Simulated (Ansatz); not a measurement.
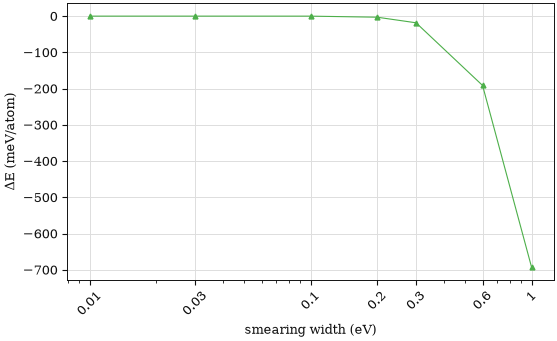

Scan of the smearing width.
System: Br (Cmce, 4 atoms in the cell).
Method: DFT, LDA (PW92), plane waves (420 eV) with PAW, scalar-relativistic (Ansatz 0.2.0); 9×9×4 k-mesh, Fermi–Dirac smearing.
ΔE is the free energy less its value at the smallest setting, 0.01 eV.
Dashed lines or grey bands mark the tolerance: 1 meV/atom.

> From which setting is the free energy converged to 1 meV/atom?

The free energy is within 1 meV/atom of the smallest setting's value from 0.1 eV down. It is off by −690 meV/atom at 1 eV, −18 meV/atom at 0.3 eV and −2.9 meV/atom at 0.2 eV. The free energy falls with the width because it holds the −TS term of the fractional occupations.
